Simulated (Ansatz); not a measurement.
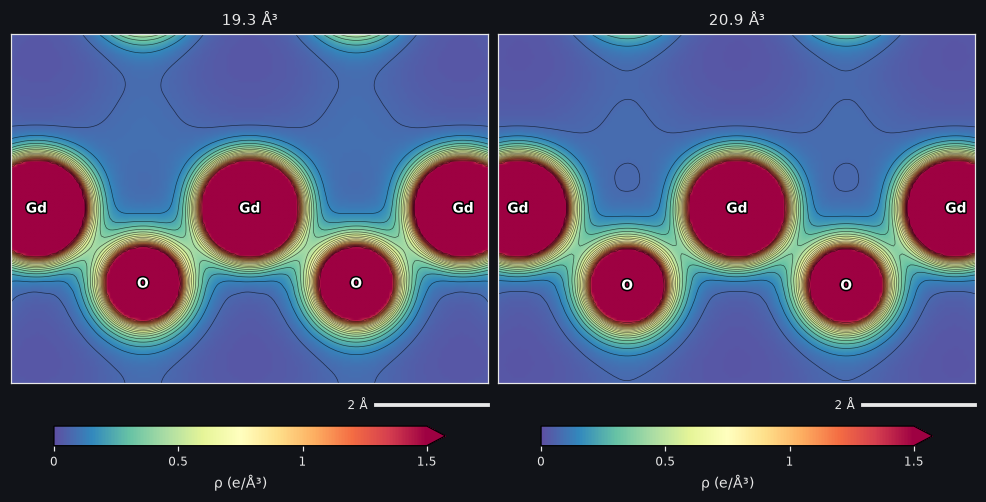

GdO. The valence charge density (pseudo) of cells scaled evenly to different volumes (given per atom above each panel), on the (101̄) plane of each (indices in the axes of the cell below), at one length scale and on one colour scale.

Spin-polarised.

All numbers below come from Kohn-Sham DFT of a periodic cell, PBE, Ansatz PAW (Ansatz 0.2.0).

The largest cell:

```xyz
2
Lattice="0.0000 2.7530 2.7530 2.7530 0.0000 2.7530 2.7530 2.7530 0.0000" Properties=species:S:1:pos:R:3 pbc="T T T"
Gd    0.0000    0.0000    0.0000
O     4.1294    4.1294    4.1294
```

| volume (Å³/atom) | Gd–O contact in the plane (Å) | ρ at its midpoint (e/Å³) | pressure (GPa) | largest moment (μB) | 
| --- | --- | --- | --- | --- |
| 19.29 | 2.323 | 0.465 | 1.3 | 6.82 | 
| 20.47 | 2.369 | ? | ? | ? | 
| 20.86 | 2.384 | 0.405 | −5.4 | 6.84 | 

> What values belong in the row with question marks?

Over the known rows ln ρ falls by 2.26 per Å of Gd–O distance (the line through the two), which gives 0.419 e/Å³ at 2.369 Å; the calculation gives 0.419 e/Å³. For the pressure, a straight line in volume between the neighbouring rows gives −3.7 GPa; the calculation gives −4.0. For the largest moment, a straight line in volume between the neighbouring rows gives 6.84 μB; the calculation gives 6.83.
